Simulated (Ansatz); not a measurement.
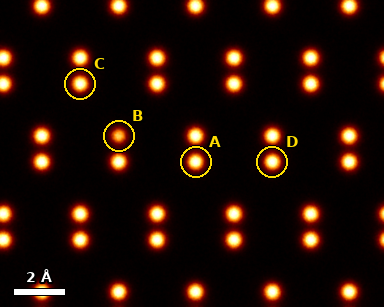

HAADF-like image of Pb (P6_3/mmc, No. 194) along [101]. Simulated incoherent Z contrast: every atom adds Z^1.8 spread by a probe of 0.50 Å full width; channelling and multiple scattering are left out. The probe carries 15 % of its weight in a tail 2.5 times as wide. Shot noise was added.

The sample is 3 repeats (20.7 Å) thick. One point defect was put into the perfect crystal, without relaxing the atoms around it. Brightness is counted from the darkest point of the image. Host structure: a calculation's starting geometry; the starting structure was generated, so it need not be a known form of this composition.

**Which ringed column holds the defect, and does it scatter more or less than its equals?**

B; it scatters less. The column holds 3 atoms (Pb) through the sample, and one Pb atom is missing, so its peak drops to about 65 % of that of its equals.
